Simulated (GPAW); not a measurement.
# Optical response of FeCo (Wairauite), part 2 of 2

Aim: the dielectric function of FeCo (Wairauite), and the optical constants that follow from it.

GPAW 26.7.0; DFT, PBE, plane-wave PAW (GPAW data sets), scalar-relativistic, RPA, optical limit.

So far. Step 2 (Ground state): There are states at the Fermi level within the smearing, so the occupations stay smeared and the carriers get a Drude term.

### 4. Dielectric function, RPA

Transitions between filled and empty bands, summed over the zone, give the optical response, so mesh, band count and broadening shape it.

The induced potential is part of this response.

This step: DFT, PBE, plane-wave PAW (GPAW data sets), scalar-relativistic, RPA, optical limit (GPAW 26.7.0).

Contents of df.py:

```python
from gpaw.response.df import DielectricFunction

df = DielectricFunction('full.gpw', frequencies={'type': 'nonlinear', 'domega0': 0.03, 'omega2': 8},
                        ecut=50,
                        eta=0.1,
                        nbands=24,
                        rate=0.03,
                        txt='df.txt')
for direction in ['x']:
    df.get_dielectric_function(xc='RPA', direction=direction, filename=f'df_{direction}.csv')
```

The run is started by

```bash
> OMP_NUM_THREADS=1 python df.py
```

Log:

```text
Using integrator: PointIntegrator
NonLinearFrequencyDescriptor(from 0.000 to 41.107 eV, 439 points)
Nonperiodic BCs:  [False False False]
Using integrator: PointIntegrator
NonLinearFrequencyDescriptor(from 0.000 to 41.107 eV, 439 points)
Nonperiodic BCs:  [False False False]
Using integrator: PointIntegrator

Calculating chi0 body with:
    Ground state adapter containing:
    Number of spins: 2
    Number of kpoints: 4096
    Number of irreducible kpoints: 165
    Number of completely occupied states: 4
    Number of partially occupied states: 12

    Linear response parametrization:
    q_c: [0.0, 0.0, 0.0]
    Number of frequency points: 439
    Planewave cutoff: 50.0
    Number of bands: 24
    Number of planewaves: 19
    Broadening (eta): 0.1

Integrating chi0 body.

Symmetries of q_c:
    Direct symmetries (Uq -> q): 48
    Indirect symmetries (TUq -> q): 0
In total 48 allowed symmetries.

165 groups of equivalent kpoints. 95.9716796875% reduction.

Integral kind: spectral function

Calculating chi0 optical extensions with:
    Ground state adapter containing:
    Number of spins: 2
    Number of kpoints: 4096
    Number of irreducible kpoints: 165
    Number of completely occupied states: 4
    Number of partially occupied states: 12

    Linear response parametrization:
    Number of frequency points: 439
    Planewave cutoff: 50.0
    Number of bands: 24
    Number of planewaves: 19
    Broadening (eta): 0.1
Integrating chi0 head and wings.

Symmetries of q_c:
    Direct symmetries (Uq -> q): 48
    Indirect symmetries (TUq -> q): 0
In total 48 allowed symmetries.

165 groups of equivalent kpoints. 95.9716796875% reduction.

Integral kind: spectral function wings

Calculating drude chi0 with:
    Number of frequency points:439
    Plasma frequency decay rate: 0.03 eV

    Ground state adapter containing:
    Number of spins: 2
    Number of kpoints: 4096
    Number of irreducible kpoints: 165
    Number of completely occupied states: 4
    Number of partially occupied states: 12

Symmetries of q_c:
    Direct symmetries (Uq -> q): 48
    Indirect symmetries (TUq -> q): 0
In total 48 allowed symmetries.

165 groups of equivalent kpoints. 95.9716796875% reduction.

Integral kind: intraband
Plasma frequency:
[[5.16+0.j 0.  +0.j 0.  +0.j]
 [0.  +0.j 5.16+0.j 0.  +0.j]
 [0.  +0.j 0.  +0.j 5.16+0.j]]
```

Elapsed: 14 s, on 1 thread of Arm Neoverse V2, shared host; peak memory 0.26 GiB.

The Im ε, E ∥ x has structure finer than the step of the table below, so its rows give means over 1 eV, whole bins alone (the curve runs from 0.305 to 25.3 eV). Peaks (eV: height): 0.9: 27.5, 2.5: 23.8.

Sum at mesh points, not converged in k. Table of Im ε, E ∥ x by photon energy; means over each step:

| photon energy (eV) | Im ε, E ∥ x |
| --- | --- |
| 1 | 22.4 |
| 2 | 20.7 |
| 3 | 16.4 |
| 4 | 6.61 |
| 5 | 3.83 |
| 6 | 4.13 |
| 7 | 3.58 |
| 8 | 2.25 |
| 9 | 2.56 |
| 10 | 2.62 |
| 11 | 2.16 |
| 12 | 1.93 |
| 13 | 1.67 |
| 14 | 1.32 |
| 15 | 1.16 |
| 16 | 0.943 |
| 17 | 0.885 |
| 18 | 0.897 |
| 19 | 0.972 |
| 20 | 0.996 |
| 21 | 0.883 |
| 22 | 0.742 |
| 23 | 0.571 |
| 24 | 0.449 |

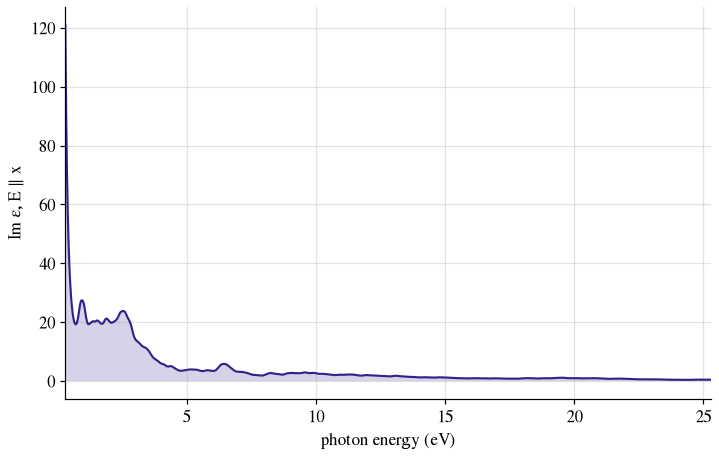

Im ε, E ∥ x against photon energy.

Values under 1 per cm are given as 1; sum at mesh points, not converged in k. The absorption coefficient, E ∥ x by photon energy:

| photon energy (eV) | absorption coefficient, E ∥ x (1/cm) |
| --- | --- |
| 1.99 | 6.3e5 |
| 3.98 | 1.1e6 |
| 6.02 | 8.1e5 |
| 8.03 | 7.9e5 |
| 10.03 | 1.3e6 |
| 12.02 | 1.3e6 |
| 14.04 | 1.2e6 |
| 16.03 | 9.9e5 |
| 18.05 | 9.6e5 |
| 20.06 | 1.2e6 |
| 22.02 | 1.2e6 |
| 24.04 | 7.3e5 |

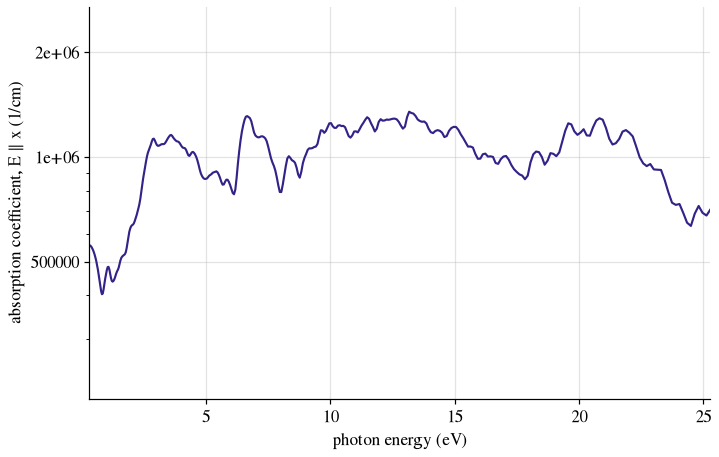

Absorption coefficient, E ∥ x, plotted against photon energy.

The Im ε, E ∥ x has structure finer than the step of the table below, so its rows give means over 2 eV, whole bins alone (the curve runs from 0.305 to 25.3 eV). Peaks (eV: height): without local fields 0.9: 27.8, 2.5: 24.0; with local fields 0.9: 27.5, 2.5: 23.8.

Sum at mesh points, not converged in k. The Im ε, E ∥ x by photon energy; means over each step:

| photon energy (eV) | without local fields | with local fields |
| --- | --- | --- |
| 2 | 20.9 | 20.7 |
| 4 | 7.37 | 7.34 |
| 6 | 4.14 | 4.10 |
| 8 | 2.48 | 2.45 |
| 10 | 2.56 | 2.52 |
| 12 | 1.95 | 1.93 |
| 14 | 1.39 | 1.39 |
| 16 | 0.970 | 0.968 |
| 18 | 0.885 | 0.894 |
| 20 | 0.967 | 0.996 |
| 22 | 0.684 | 0.718 |
| 24 | 0.441 | 0.478 |

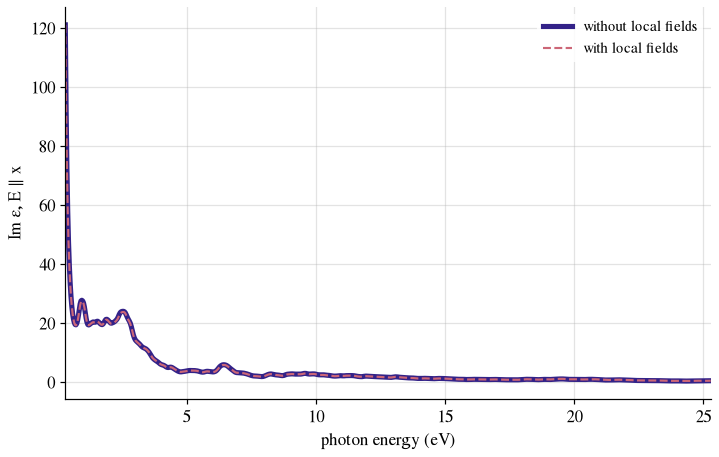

Im ε, E ∥ x against photon energy.

The loss function −Im 1/ε at q → 0, E ∥ x has structure finer than the step of the table below, so its rows give means over 2 eV, whole bins alone (the curve runs from 0.305 to 25.3 eV). Peaks (eV: height): 7.9: 0.526, 15.8: 1.08, 22.3: 1.35.

Sum at mesh points, not converged in k. Loss function −Im 1/ε at q → 0, E ∥ x against energy loss; means over each step:

| energy loss (eV) | loss function −Im 1/ε at q → 0, E ∥ x |
| --- | --- |
| 2 | 0.0459 |
| 4 | 0.103 |
| 6 | 0.227 |
| 8 | 0.383 |
| 10 | 0.398 |
| 12 | 0.517 |
| 14 | 0.724 |
| 16 | 0.996 |
| 18 | 0.900 |
| 20 | 0.866 |
| 22 | 1.19 |
| 24 | 1.00 |

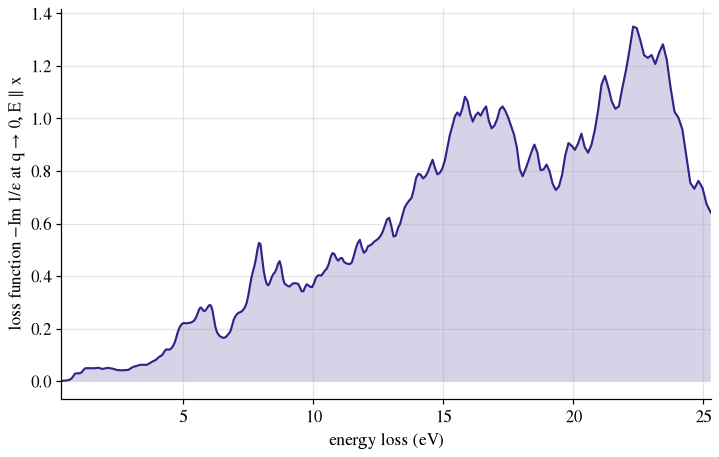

Loss function −Im 1/ε at q → 0, E ∥ x against energy loss.

The reflectivity at normal incidence, E ∥ x has structure finer than the step of the table below, so its rows give means over 2 eV, whole bins alone (the curve runs from 0.305 to 25.3 eV). Peaks (eV: height): 2.9: 64.5, 6.8: 45.2, 10.0: 26.3.

Sum at mesh points, not converged in k. The reflectivity at normal incidence, E ∥ x by photon energy; means over each step:

| photon energy (eV) | reflectivity at normal incidence, E ∥ x (%) |
| --- | --- |
| 2 | 57.0 |
| 4 | 57.5 |
| 6 | 35.2 |
| 8 | 27.6 |
| 10 | 23.4 |
| 12 | 22.2 |
| 14 | 20.3 |
| 16 | 14.0 |
| 18 | 8.24 |
| 20 | 9.58 |
| 22 | 9.62 |
| 24 | 4.82 |

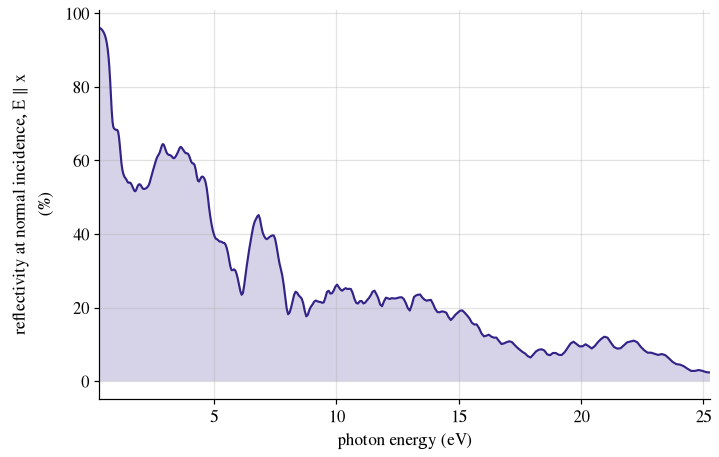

Reflectivity at normal incidence, E ∥ x against photon energy.

Optical constants at common wavelengths, from n + ik = √ε:

| wavelength (nm) | n | k | R (%) | 1/α |
| --- | --- | --- | --- | --- |
| 1064 | 2.57 | 3.836 | 62.5 | 22 nm |
| 633 | 3.31 | 3.147 | 53.5 | 16 nm |
| 450 | 2.73 | 3.839 | 61.9 | 9.3 nm |
| 405 | 1.98 | 3.469 | 62.1 | 9.3 nm |
| 365 | 1.77 | 3.221 | 60.8 | 9.0 nm |
| 248 | 1.11 | 1.707 | 39.8 | 12 nm |
| 193 | 1.64 | 1.782 | 35.4 | 8.6 nm |

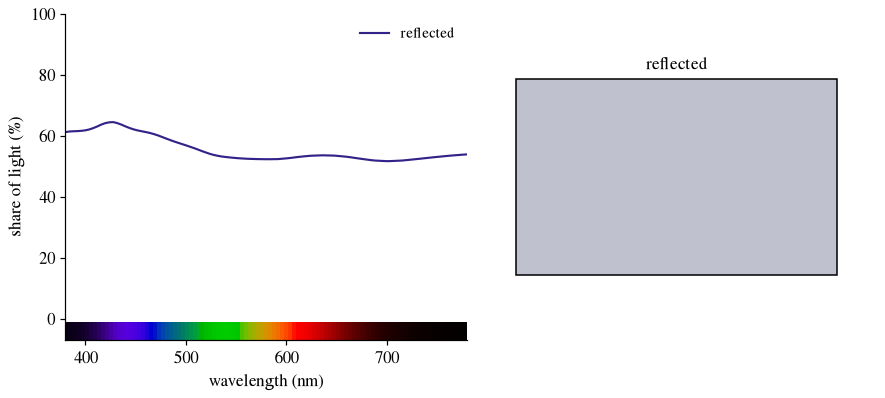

Light reflected across the visible range, with the colour that it makes of daylight (sRGB).

A polished face would reflect 54 % of daylight and look faintly blue (CIE x = 0.301, y = 0.311 under D65).

### 5. Results

**Reading.** At this level (PBE, RPA) FeCo is a metal. The mesh is too coarse to trust the carriers' weight, the reflectivity or the colour to better than tens of per cent. A polished face would reflect 54 % of daylight and look faintly blue (CIE x = 0.301, y = 0.311 under D65). The carriers' damping of 0.03 eV is typed, not computed; it shapes the response at the lowest energies. The magnetic state comes from one start and need not be the lowest. The curves end at 25 eV, about where the summed bands run out. In this version of GPAW the matrix elements of the optical limit are incomplete, which can lower ε − 1 by up to a tenth where first-row anions or d states rule, and shift it by more in d metals. GPAW's carrier term has the form −ωp²/(ω + i·rate)², which damps like twice the rate and fails at low energy, so the curves leave the lowest energies out. The sum runs over mesh points 0.14 Å⁻¹ apart with no interpolation, so peaks are partly noise of the mesh, and the Drude plasma energy, a sum over the Fermi surface, isn't converged.

[Machine, clock and banner lines and Python warnings are left out of the logs.]

[Logs are printed without paths, hosts, clocks, repeated set-up lines and the standing remarks that a program may print on its own settings, such as how far it seeks lower states.]

[Hosts, paths, dates, database ids (printed as entryN), source tags and the programs' standing remarks are cut or masked in the printed files.]
